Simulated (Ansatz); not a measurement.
CuO

Input file:

```
crystal:
  lattice:
    - [4.2156924503, 0.0, 0.0]
    - [0.0, 4.2156924503, 0.0]
    - [0.0, 0.0, 3.9388020641]
  atoms:
    - { symbol: Cu, position: [0.5, 0.0, 0.5] }
    - { symbol: Cu, position: [0.0, 0.5, 0.5] }
    - { symbol: Cu, position: [0.0, 0.0, 0.0] }
    - { symbol: O, position: [0.0, 0.0, 0.5] }
    - { symbol: O, position: [0.5, 0.0, 0.0] }
    - { symbol: O, position: [0.0, 0.5, 0.0] }
hamiltonian:
  xc: pbe
  pseudopotentials: { kind: paw }
kpoints:
  mp_grid: { grid: [7, 7, 7] }
scf:
  occupations: { method: fermi_dirac, width: 0.05 }
output:
  forces: true
  stress: true
  eigenvalues: true
  write_density: true
  write_potential: true
  elf: true
  volumetric_format: npy
```

Run with:

```sh
ansatz run input.yaml --threads 2 --pin off --max-ram 5120MiB --backend cpu --events-out ev --progress --plain --runs-dir out
```

Below, planes, directions and counts refer to the conventional cell (a = 4.22 Å, b = 4.22 Å, c = 3.94 Å, α = 90.00°, β = 90.00°, γ = 90.00°).

Space group P4/mmm; a structure from a database of computed crystals, not necessarily the ambient phase; computed pressure about −4 GPa in this cell.

Computed with Kohn-Sham DFT of a periodic cell, PBE, Ansatz PAW in Ansatz 0.2.0.

Core electrons are frozen (PAW), and the valence fields are smoothed inside the atomic spheres.

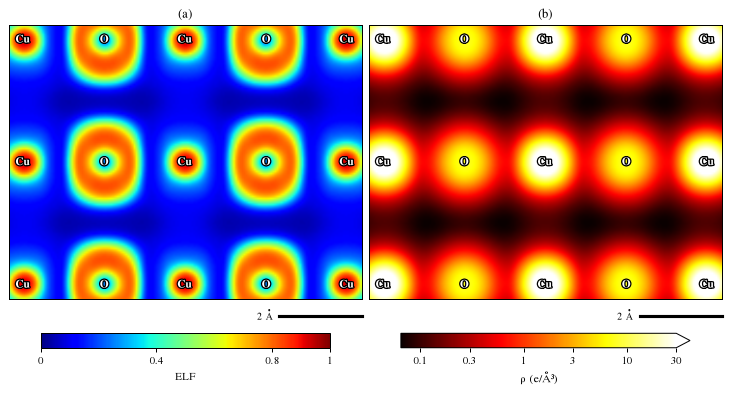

Figure 1. (a) electron localisation function; (b) valence pseudo-density on the (110) plane of the conventional cell.

**What do the fields say about this system?**

Atoms in the plane: Cu and O. Cu–O (1.97 Å): ρ at the midpoint is about 0.63 e/Å³; the ELF peaks at about 0.80 in the valence shell of O, 0.6 Å from its nucleus, and is about 0.20 at the midpoint; no localised pair shows between them. Between the atoms the lowest density in this plane is 0.07 e/Å³. The features right at Cu lie inside the PAW spheres, where the map follows smoothed inner orbitals and isn't to be read closely.

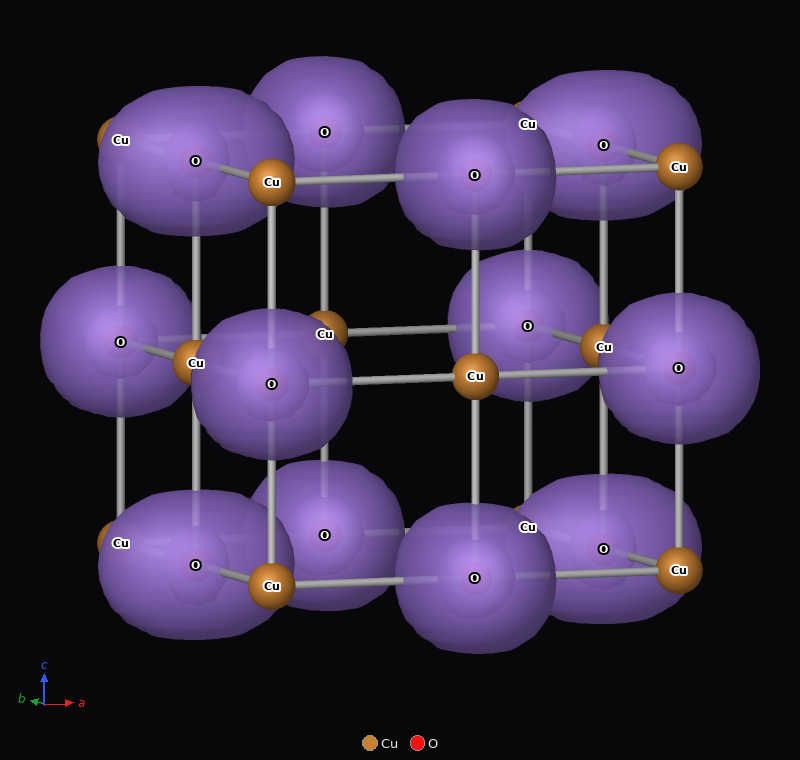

Figure 2. Isosurface of the ELF at 0.7 (purple), seen slightly off an axis. Only the valence region is drawn (cores and ρ < 0.01 e/Å³ removed). Sticks mark near contacts.

**Where are the electrons localised?**

At this value the surface marks out three regions wrapped around O (the valence shell of each), counted in one cell of 6 atoms. Regions shared between cells count once. Along the contacts the grid gives the following. Cu–O (2.11 Å): the ELF peaks at about 0.80 in the valence shell of O, 0.6 Å from its nucleus, and is about 0.15 at the midpoint: no localised pair shows between them.

**Metal or insulator at this level of theory?**

It is metallic or semimetallic at this level of theory: no gap opens; semilocal functionals without U, or without the true magnetic order, often close the gap of such compounds.
